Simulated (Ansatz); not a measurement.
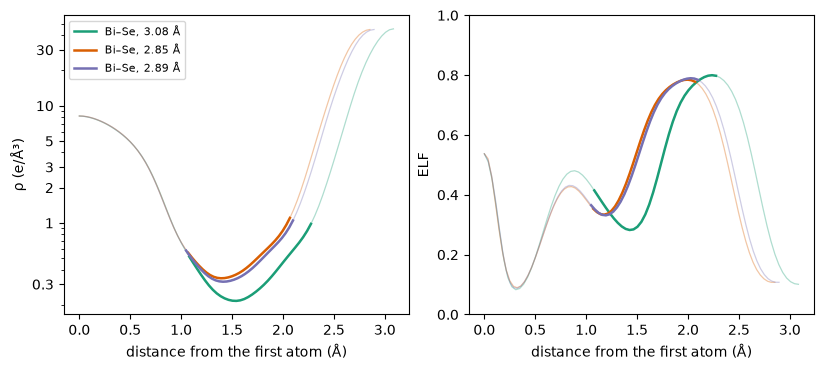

The picture shows: Bi2Se3. Valence pseudo-density and ELF along straight lines between neighbouring atoms. Thin, pale parts lie inside the atomic spheres.

Space group C2/m; started from the tetradymite prototype, which need not be the ambient phase; changed on purpose from its base cell (uniaxial x strain +5.0%).

These are results of Ansatz 0.2.0, DFT, PBE, plane waves, PAW, not measurements.

In a PAW calculation such maps are meaningful between the atoms, not at the nuclei.

```yaml
crystal:
  lattice:
    - [0.00000, 7.17479, 0.00000]
    - [-4.34949, 0.00000, 0.00000]
    - [0.00000, -2.39160, 9.75432]
  atoms:
    - { symbol: Bi, position: [0.90307, 0.50000, 0.19554] }
    - { symbol: Bi, position: [0.40307, 0.00000, 0.19554] }
    - { symbol: Bi, position: [0.09693, 0.50000, 0.80446] }
    - { symbol: Bi, position: [0.59693, 0.00000, 0.80446] }
    - { symbol: Se, position: [0.70805, 0.50000, 0.64957] }
    - { symbol: Se, position: [0.20805, 0.00000, 0.64957] }
    - { symbol: Se, position: [0.29195, 0.50000, 0.35043] }
    - { symbol: Se, position: [0.79195, 0.00000, 0.35043] }
    - { symbol: Se, position: [0.50000, 0.50000, 0.00000] }
    - { symbol: Se, position: [0.00000, 0.00000, 0.00000] }
```

Q: What can be read from the curves?

A: Bi–Se (3.08 Å): the density is about 0.22 e/Å³ at the midpoint; the ELF is about 0.30 at the midpoint.
Bi–Se (2.85 Å): ρ is about 0.34 e/Å³ halfway; the ELF is about 0.45 at the midpoint and 0.35 at its lowest between the atoms.
Bi–Se (2.89 Å): ρ is about 0.32 e/Å³ halfway; the ELF is about 0.45 at the midpoint and 0.35 at its lowest between the atoms.
